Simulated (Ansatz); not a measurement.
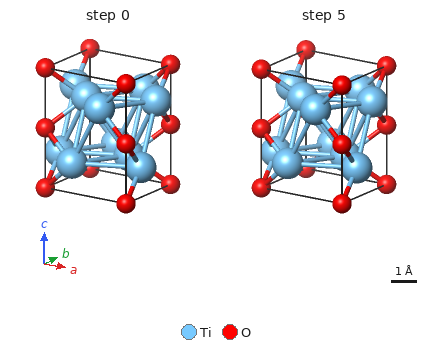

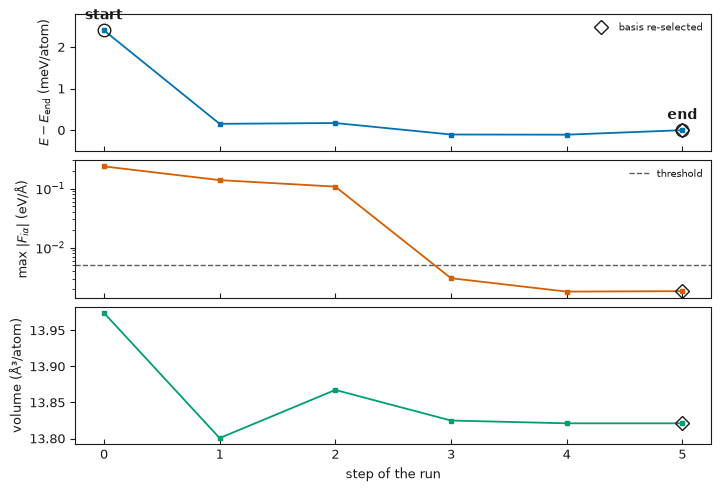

First and last geometry of a relaxation of a crystal of Ti3O (set up in P6_3/mcm), with the history of the run. A ball-and-stick model of the cell of the calculation, seen slightly off an axis.

All numbers below come from DFT r2SCAN, scalar-relativistic, plane waves, PAW (Ansatz). Set-up: plane-wave cutoff 500 eV; k-point mesh 12 × 12 × 8; occupations gaussian; smearing width 0.1 eV; no spin polarisation; cell and atoms relaxed; force threshold 0.005 eV/Å; at most 80 steps.

Question: Did the run converge, and what did it change?

Answer: It converged. The largest moves relative to the cell, 0.007 Å, are those of Ti atoms. O stays in place. Cell: a = b 5.127 → 5.129 Å (0.0 %), c 4.911 → 4.854 Å (−1.2 %). Volume −1.1 %. Among the contacts that change: Ti–Ti 2.981 → 2.954 Å, Ti–Ti 3.013 → 2.999 Å, O–Ti 2.089 → 2.075 Å, Ti–Ti 2.928 → 2.916 Å. The space group stays P6_3/mcm (No. 193). After 4 accepted moves (5 points after the start) the energy has fallen by 2.4 meV per atom. Largest force component: 0.24 eV/Å at the start, 0.0018 eV/Å at the end. The pressure goes from −2.32 to −0.02 GPa. At 1 point the geometry stayed and the basis and grid were re-selected for the new cell (energy shift of 0.1 meV per atom at most each time). Cost: 90 s on 2 threads of Intel(R) Xeon(R) 6975P-C (Granite Rapids), on a shared host, peak memory 1 GiB.
